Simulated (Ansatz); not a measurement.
Ir (R-3m, No. 166): coordinates from a relaxation with DFT PBE, scalar-relativistic, plane waves, PAW in Ansatz; the starting structure was generated, so it need not be a known form of this composition.

```
CELL_PARAMETERS angstrom
7.08171 0.00000 0.00000
-3.54085 6.13294 0.00000
0.00000 0.00000 16.70028
ATOMIC_POSITIONS crystal
Ir 0.11768 0.88232 0.89450
Ir 0.11768 0.23536 0.89450
Ir 0.76464 0.88232 0.89450
Ir 0.54898 0.45102 0.43883
Ir 0.90203 0.45102 0.43883
Ir 0.54898 0.09797 0.43883
Ir 0.21410 0.78590 0.02673
Ir 0.21410 0.42820 0.02673
Ir 0.57180 0.78590 0.02673
Ir 0.45257 0.54743 0.30660
Ir 0.09487 0.54743 0.30660
Ir 0.45257 0.90513 0.30660
Ir 0.78435 0.21565 0.22783
Ir 0.78435 0.56870 0.22783
Ir 0.43130 0.21565 0.22783
Ir 0.21565 0.78435 0.77217
Ir 0.56870 0.78435 0.77217
Ir 0.21565 0.43130 0.77217
Ir 0.88077 0.11923 0.36007
Ir 0.88077 0.76154 0.36007
Ir 0.23846 0.11923 0.36007
Ir 0.11923 0.88077 0.63993
Ir 0.76154 0.88077 0.63993
Ir 0.11923 0.23846 0.63993
Ir 0.45102 0.54898 0.56117
Ir 0.45102 0.90203 0.56117
Ir 0.09797 0.54898 0.56117
Ir 0.88232 0.11768 0.10550
Ir 0.23536 0.11768 0.10550
Ir 0.88232 0.76464 0.10550
Ir 0.54743 0.45257 0.69340
Ir 0.54743 0.09487 0.69340
Ir 0.90513 0.45257 0.69340
Ir 0.78590 0.21410 0.97327
Ir 0.42820 0.21410 0.97327
Ir 0.78590 0.57180 0.97327
```

Question: What will a Z-contrast image along [100] show? Simulated incoherent Z contrast: every atom adds Z^1.7 spread by a probe of 0.67 Å full width; channelling and multiple scattering are left out. Shot noise was added.

Answer: The columns repeat on an oblique net of 5.93 × 6.13 Å with an angle of 110° (plane group p2). The brightest columns hold 2 Ir per repeat; in falling brightness follow 1 Ir (about 50 %). Brightness is counted from the darkest point of the image. The shortest distance between visible columns is 1.25 Å in projection (between Ir columns). Along the beam the structure repeats every 7.08 Å.

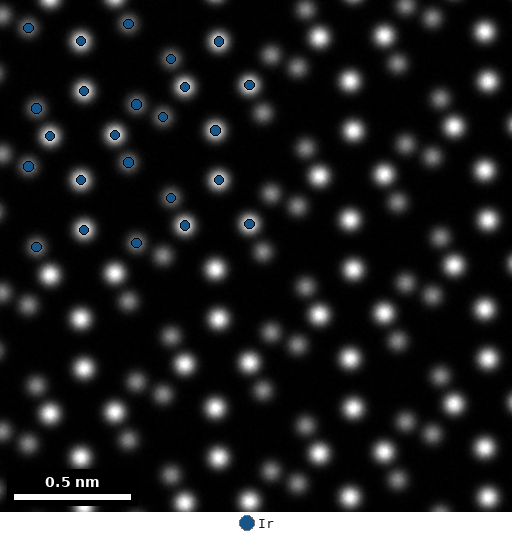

The simulated image, with the columns of the model marked in one corner.
